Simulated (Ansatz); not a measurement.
## Ti: geometry relaxation (part 1 of 2)

- system: Ti (P-1, 6 atoms in the cell)
- method: DFT LDA, scalar-relativistic, plane waves, PAW, no spin polarisation (Ansatz 0.2.0)

The structure derives from a Materials Project entry. It belongs to a series of runs on one base structure; here: film's bulk on the substrate's plane, third vector and atoms relaxed.

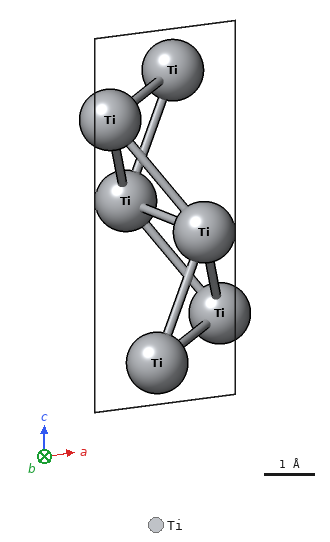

*The input geometry (ball-and-stick view of the reduced cell, along the b axis). An atom can appear more than once, as a periodic image.*

Near neighbours in the periodic cell (some may lie outside the picture): Ti has 12 Ti at 2.74 to 2.97 Å.

**Input file**
```yaml
crystal:
  lattice:
    - [5.6214484582, 0.0, 0.0]
    - [-2.8107242291, 8.4321726873, 0.0]
    - [-1.654926865, 1.0817786163, 2.0925940492]
  atoms:
    - { symbol: Ti, position: [0.25, 0.4444444444, 0.5833333333] }
    - { symbol: Ti, position: [0.25, 0.1111111111, 0.5833333333] }
    - { symbol: Ti, position: [0.25, 0.7777777778, 0.5833333333] }
    - { symbol: Ti, position: [0.75, 0.5555555556, 0.4166666667] }
    - { symbol: Ti, position: [0.75, 0.2222222222, 0.4166666667] }
    - { symbol: Ti, position: [0.75, 0.8888888889, 0.4166666667] }
basis:
  ecutwfc: 420
kpoints:
  mp_grid: { grid: [7, 4, 16] }
hamiltonian:
  xc: lda
scf:
  occupations: { method: gaussian, width: 0.1 }
output:
  forces: true
  stress: true
  eigenvalues: true
relax:
  adjacent_minimum: "off"
  f_tol: 0.01
  max_steps: 50
  cell: { fix: [a, b, gamma], stress_tol: 0.1 }
```

Hardware: 8 threads of Intel Xeon @ 2.50GHz (Skylake/Cascade Lake), 32 GiB of memory available, shared host.

Run as:
```bash
ansatz run input.yaml --threads 8 --pin off --max-ram 28672MiB --backend cpu --events-out ev --progress --plain --runs-dir out
```

**Output**
```
Engine: ansatz 0.2.0, x86_64-unknown-linux-gnu
Pseudopotentials: kind: paw
Pseudopotential: Ti, paw, valence charge 12, recommended cutoff 420 eV (normal), Ti.paw.azcp
Functional definition: SPW92
  exchange = slater_x
  correlation = pw_c
Crystal: 6 atoms, lattice volume = 99.191 Å³
Basis set: ecut = 420 eV, 1937 PW (Γ)
Bands: 44, of which v1, the nominal top of the filled ones, is band 36 counted from 1 (35 counted from 0)
Symmetry: 6 space group operations
Space group: P-1 (ITA 2), of the structure as read, at distance tolerance 4.6e-5 Å
k-points: 226 of 448
Non-local potential: Ti, projectors of the file, l = 0: 3, l = 1: 2, l = 2: 3, l = 3: 1
PAW form: soft (Blöchl's): semilocal exchange-correlation on the pseudo side does not see the compensation charge
PAW frozen core: Ti, regenerated for the run's functional, and the local potential with it (the file was generated under x = pbe(κ = 0.804, μ = 0.2195149727645171), c = pbe(β = 0.06672455060314922))
PAW one-centre angular grid: Ti, 590 points (default); XC on 64 Gauss nodes
Initial density: superposition of atomic densities (neutral atoms: chi_scale 0, normalization atom), corrected by the library's trained network
Initial wavefunctions: pseudopotential atomic-orbital guess
Functional: x = slater, c = lda
SCF iter   1: F=—  HF=-14701.661835 eV  |F-HF|=—  |Δ(HF+E_count)|=         —  Δρ=6.07e-3  dr2=1.42e-2  ethr=1.77e-3  ⟨swp⟩=6.1  Hψ=38863  notcnv=0
preconditioner: auto → Kerker (q_TF=auto, 2.586 Å⁻¹)  [metal: Δε(μ)=0.005 eV  Ē_g=2.470 eV  σ=0.100 eV  W_gap=0.03  n_scr=26 (ndim 8)  ℏωp=18.3 eV  f_vac=0.000  D(μ)=6.79/eV (n_scr^D=72)]
SCF iter   2: F=—  HF=-14701.659472 eV  |F-HF|=—  |Δ(HF+E_count)|=   2.36e-3  Δρ=3.22e-3  dr2=4.12e-3  ethr=1.97e-5  ⟨swp⟩=2.6  Hψ=17639  notcnv=0
SCF iter   3: F=—  HF=-14701.659306 eV  |F-HF|=—  |Δ(HF+E_count)|=   1.65e-4  Δρ=5.42e-4  dr2=2.61e-4  ethr=5.72e-6  ⟨swp⟩=3.0  Hψ=18809  notcnv=0
SCF iter   4: F=—  HF=-14701.659268 eV  |F-HF|=—  |Δ(HF+E_count)|=   3.86e-5  Δρ=2.05e-4  dr2=2.79e-5  ethr=3.62e-7  ⟨swp⟩=2.3  Hψ=14122  notcnv=0
SCF iter   5: F=—  HF=-14701.659244 eV  |F-HF|=—  |Δ(HF+E_count)|=   2.34e-5  Δρ=9.04e-5  dr2=7.27e-6  ethr=3.87e-8  ⟨swp⟩=2.0  Hψ=16588  notcnv=0  defer=2
SCF iter   6: F=—  HF=-14701.659243 eV  |F-HF|=—  |Δ(HF+E_count)|=   1.52e-6  Δρ=2.75e-5  dr2=7.64e-7  ethr=1.01e-8  ⟨swp⟩=2.0  Hψ=11615  notcnv=0  defer=2
SCF iter   7: F=-14701.659243 eV  HF=-14701.659243 eV  |F-HF|=2.11e-8  |Δ(HF+E_count)|=   1.96e-7  Δρ=5.95e-6  dr2=3.50e-8  ethr=1.39e-10  ⟨swp⟩=5.4  Hψ=34311  notcnv=0
the search or the solves at the SCF's close seem to have found levels that the self-consistency loop had missed (the run counts 1). By its estimate they hold under 1e-12 electrons; where the run keeps them, the occupations were computed again with them
SCF 1 converged in 7 iterations: F = -14701.659243 eV  dr2 = 3.50e-8
  greatest PAW one-centre occupation: 0.999 electrons in one spin orbital (limit 2), on the Ti atom at site 5 (counted from 0), in its partial waves of l = 0
relax step   1: F+E_penalty+E_count = -14701.65924264 eV  Δ(F+E_penalty+E_count) = +0.000e0 eV  max|allowed force component| = 1.379e-1 eV/Å  Δτ_max = 0.0000 Å  P = -3.336 GPa  Ω = 99.191 Å³  fix = [a, b, gamma]  reactions: a -5.552, b -5.669 GPa; gamma -0.022 GPa/rad  (7 SCF iters, dr2 threshold 1.00e-7 eV, accepted)
Crystal: 6 atoms, lattice volume = 99.741 Å³
Basis set: ecut = 420 eV, 1947 PW (Γ)
Initial density: handed on by an earlier stage of this run
Initial wavefunctions: those handed on with the density
iter 1 solved again at ethr=9.87e-6 eV; its pass at ethr=3.10e-3 eV (dr2=7.11e-3 eV) is discarded
SCF iter   1: F=—  HF=-14701.682507 eV  |F-HF|=—  |Δ(HF+E_count)|=         —  Δρ=3.04e-3  dr2=7.08e-3  ethr=9.87e-6  ⟨swp⟩=2.3  Hψ=56068  notcnv=0
preconditioner: auto → Kerker (q_TF=auto, 2.584 Å⁻¹)  [metal: Δε(μ)=0.005 eV  Ē_g=2.453 eV  σ=0.100 eV  W_gap=0.03  n_scr=28 (ndim 8)  ℏωp=18.2 eV  f_vac=0.000  D(μ)=6.95/eV (n_scr^D=74)]
SCF iter   2: F=—  HF=-14701.680667 eV  |F-HF|=—  |Δ(HF+E_count)|=   1.84e-3  Δρ=1.54e-3  dr2=2.19e-3  ethr=9.83e-6  ⟨swp⟩=2.0  Hψ=16646  notcnv=0
SCF iter   3: F=—  HF=-14701.680024 eV  |F-HF|=—  |Δ(HF+E_count)|=   6.43e-4  Δρ=2.31e-4  dr2=7.30e-5  ethr=3.05e-6  ⟨swp⟩=2.1  Hψ=16255  notcnv=0
SCF iter   4: F=—  HF=-14701.680007 eV  |F-HF|=—  |Δ(HF+E_count)|=   1.79e-5  Δρ=5.64e-5  dr2=1.77e-6  ethr=1.01e-7  ⟨swp⟩=2.1  Hψ=13365  notcnv=0
iter 5 did not close the SCF: its close was put off for the readings that it lacked (scf_convergence_deferred on its scf_iter line)
SCF iter   5: F=-14701.680006 eV  HF=-14701.680006 eV  |F-HF|=1.36e-8  |Δ(HF+E_count)|=   1.77e-7  Δρ=7.19e-6  dr2=4.57e-8  ethr=2.46e-9  ⟨swp⟩=2.1  Hψ=13444  notcnv=0
SCF iter   6: F=-14701.680006 eV  HF=-14701.680006 eV  |F-HF|=9.15e-10  |Δ(HF+E_count)|=   5.87e-9  Δρ=1.81e-6  dr2=2.35e-9  ethr=6.35e-11  ⟨swp⟩=2.5  Hψ=31581  notcnv=0
the search or the solves at the SCF's close seem to have found levels that the self-consistency loop had missed (the run counts 1). By its estimate they hold under 1e-12 electrons; where the run keeps them, the occupations were computed again with them
SCF 2 converged in 6 iterations: F = -14701.680006 eV  dr2 = 2.35e-9
relax step   2: F+E_penalty+E_count = -14701.68000638 eV  Δ(F+E_penalty+E_count) = -2.076e-2 eV  max|allowed force component| = 1.573e-2 eV/Å  Δτ_max = 0.0329 Å  P = -4.014 GPa  Ω = 99.741 Å³  energy of the carried Pulay correction = -1.231e-4 eV  fix = [a, b, gamma]  reactions: a -6.281, b -5.282 GPa; gamma +0.195 GPa/rad  (6 SCF iters, dr2 threshold 6.00e-7 eV, accepted)
Crystal: 6 atoms, lattice volume = 99.410 Å³
iter 1 solved again at ethr=4.35e-7 eV; its pass at ethr=3.10e-3 eV (dr2=3.13e-4 eV) is discarded
SCF iter   1: F=—  HF=-14701.681284 eV  |F-HF|=—  |Δ(HF+E_count)|=         —  Δρ=6.77e-4  dr2=3.65e-4  ethr=4.35e-7  ⟨swp⟩=2.8  Hψ=50773  notcnv=0
preconditioner: auto → Kerker (q_TF=auto, 2.585 Å⁻¹)  [metal: Δε(μ)=0.008 eV  Ē_g=2.458 eV  σ=0.100 eV  W_gap=0.04  n_scr=28 (ndim 8)  ℏωp=18.2 eV  f_vac=0.000  D(μ)=6.96/eV (n_scr^D=76)]
SCF iter   2: F=—  HF=-14701.681190 eV  |F-HF|=—  |Δ(HF+E_count)|=   9.39e-5  Δρ=3.52e-4  dr2=1.19e-4  ethr=4.35e-7  ⟨swp⟩=2.1  Hψ=16746  notcnv=0
SCF iter   3: F=—  HF=-14701.681154 eV  |F-HF|=—  |Δ(HF+E_count)|=   3.58e-5  Δρ=5.96e-5  dr2=4.85e-6  ethr=1.65e-7  ⟨swp⟩=2.0  Hψ=16187  notcnv=0
iter 4 did not close the SCF: its close was put off for the readings that it lacked (scf_convergence_deferred on its scf_iter line)
SCF iter   4: F=-14701.681153 eV  HF=-14701.681153 eV  |F-HF|=2.37e-8  |Δ(HF+E_count)|=   1.31e-6  Δρ=1.41e-5  dr2=1.11e-7  ethr=6.73e-9  ⟨swp⟩=2.3  Hψ=14729  notcnv=0
iter 5 did not close the SCF: its close was put off for the readings that it lacked (scf_convergence_deferred on its scf_iter line)
SCF iter   5: F=-14701.681153 eV  HF=-14701.681153 eV  |F-HF|=2.95e-9  |Δ(HF+E_count)|=   1.25e-8  Δρ=2.42e-6  dr2=4.74e-9  ethr=1.55e-10  ⟨swp⟩=2.3  Hψ=13299  notcnv=0
SCF iter   6: F=-14701.681153 eV  HF=-14701.681153 eV  |F-HF|=1.26e-10  |Δ(HF+E_count)|=   1.15e-9  Δρ=6.97e-7  dr2=3.31e-10  ethr=6.58e-12  ⟨swp⟩=1.1  Hψ=27826  notcnv=0
SCF 3 converged in 6 iterations: F = -14701.681153 eV  dr2 = 3.31e-10
relax step   3: F+E_penalty+E_count = -14701.68115304 eV  Δ(F+E_penalty+E_count) = -1.147e-3 eV  max|allowed force component| = 5.711e-3 eV/Å  Δτ_max = 0.0079 Å  P = -3.658 GPa  Ω = 99.410 Å³  energy of the carried Pulay correction = -4.905e-5 eV  fix = [a, b, gamma]  reactions: a -6.086, b -4.940 GPa; gamma +0.147 GPa/rad  (6 SCF iters, dr2 threshold 6.00e-7 eV, accepted)
Initial wavefunctions: pseudopotential atomic-orbital guess (no wavefunctions were taken with the density)
iter 1 solved again at ethr=7.18e-7 eV; its pass at ethr=3.10e-3 eV (dr2=5.17e-4 eV) is discarded
SCF iter   1: F=—  HF=-14701.681234 eV  |F-HF|=—  |Δ(HF+E_count)|=         —  Δρ=9.43e-5  dr2=2.12e-7  ethr=7.18e-7  ⟨swp⟩=2.9  Hψ=60072  notcnv=0
eigensolver tolerance schedule: the retry pair's looser diagonalisation over-reported the residual by 2439.10 of it (diagonalisation noise at 1.30 of the residual, at the tolerance the schedule requests for it); recorded, not acted on — ethr = c·dr2/N_el stays at c = 1.0e-1
preconditioner: auto → Kerker (q_TF=auto, 2.585 Å⁻¹)  [metal: Δε(μ)=0.008 eV  Ē_g=2.457 eV  σ=0.100 eV  W_gap=0.05  n_scr=28 (ndim 8)  ℏωp=18.2 eV  f_vac=0.000  D(μ)=6.96/eV (n_scr^D=76)]
SCF iter   2: F=—  HF=-14701.681238 eV  |F-HF|=—  |Δ(HF+E_count)|=   3.93e-6  Δρ=4.79e-5  dr2=5.46e-8  ethr=2.94e-10  ⟨swp⟩=2.1  Hψ=12989  notcnv=0
iter 3 did not close the SCF: its close was put off for the readings that it lacked (scf_convergence_deferred on its scf_iter line)
SCF iter   3: F=-14701.681240 eV  HF=-14701.681240 eV  |F-HF|=0.00e0  |Δ(HF+E_count)|=   1.24e-6  Δρ=5.16e-7  dr2=9.74e-11  ethr=7.59e-11  ⟨swp⟩=1.0  Hψ=9944  notcnv=0
iter 4 did not close the SCF: its close was put off for the readings that it lacked (scf_convergence_deferred on its scf_iter line)
SCF iter   4: F=-14701.681240 eV  HF=-14701.681240 eV  |F-HF|=7.28e-12  |Δ(HF+E_count)|=  4.91e-11  Δρ=1.22e-7  dr2=1.00e-11  ethr=1.00e-12  ⟨swp⟩=1.3  Hψ=10121  notcnv=0
iter 5 did not close the SCF: its close was put off for the readings that it lacked (scf_convergence_deferred on its scf_iter line)
SCF iter   5: F=-14701.681240 eV  HF=-14701.681240 eV  |F-HF|=1.82e-12  |Δ(HF+E_count)|=  3.64e-12  Δρ=3.49e-8  dr2=1.19e-12  ethr=1.00e-12  ⟨swp⟩=1.0  Hψ=9944  notcnv=0
iter 6 did not close the SCF: its close was put off for the readings that it lacked (scf_convergence_deferred on its scf_iter line)
SCF iter   6: F=-14701.681240 eV  HF=-14701.681240 eV  |F-HF|=3.64e-12  |Δ(HF+E_count)|=  3.64e-12  Δρ=7.91e-9  dr2=5.92e-14  ethr=1.00e-12  ⟨swp⟩=1.0  Hψ=9944  notcnv=0
SCF iter   7: F=-14701.681240 eV  HF=-14701.681240 eV  |F-HF|=7.28e-12  |Δ(HF+E_count)|=  1.82e-12  Δρ=2.12e-9  dr2=3.51e-15  ethr=1.00e-12  ⟨swp⟩=1.1  Hψ=20933  notcnv=0
the search or the solves at the SCF's close seem to have found levels that the self-consistency loop had missed (the run counts 1). By its estimate they hold under 1e-12 electrons; where the run keeps them, the occupations were computed again with them
SCF 4 converged in 7 iterations: F = -14701.681240 eV  dr2 = 3.51e-15
relax step   4: F+E_penalty+E_count = -14701.68123953 eV  Δ(F+E_penalty+E_count) = -8.648e-5 eV  max|allowed force component| = 5.703e-3 eV/Å  Δτ_max = 0.0000 Å  P = -3.656 GPa  Ω = 99.410 Å³  fix = [a, b, gamma]  reactions: a -6.085, b -4.938 GPa; gamma +0.147 GPa/rad  stress off target by 8.35e-2 GPa on what of the cell is left free  SCF on the basis re-selected at this cell (its energy is not comparable with the rows above)  (7 SCF iters)
```

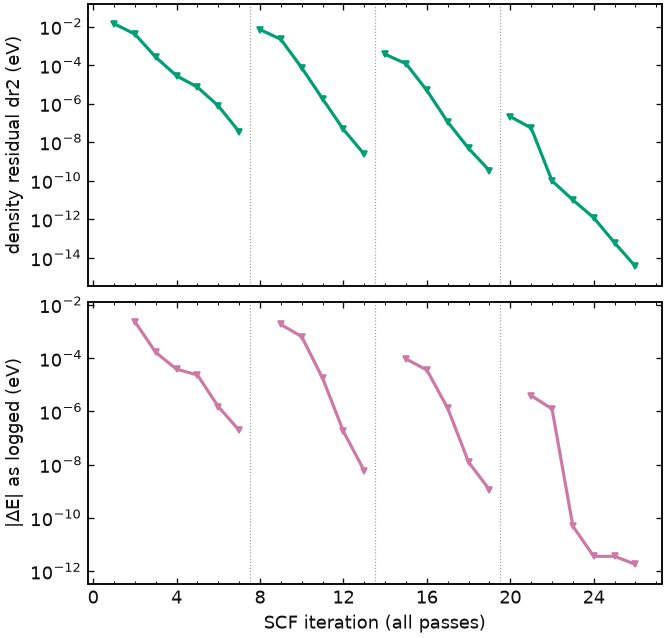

*Convergence of the self-consistent field: density residual dr2 and size of the energy change against the SCF iteration. The dotted lines part the SCF passes of the relaxation: geometry steps, rejected trials and re-solves on a re-selected basis.*

The passes take 7, 6, 6 and 7 iterations.

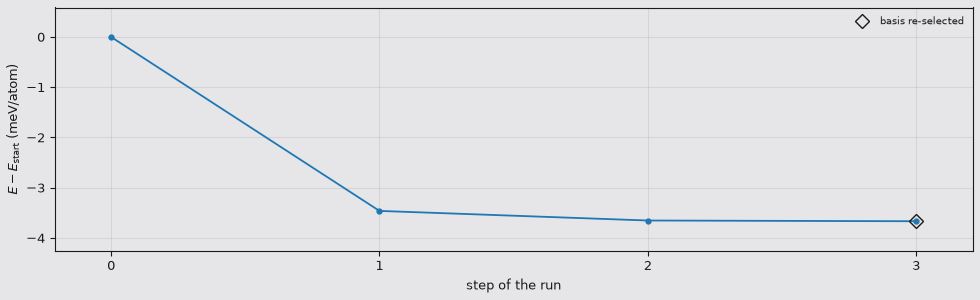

*Progress of the relaxation, step by step (the first geometry is step 0 here and step 1 in the log).*
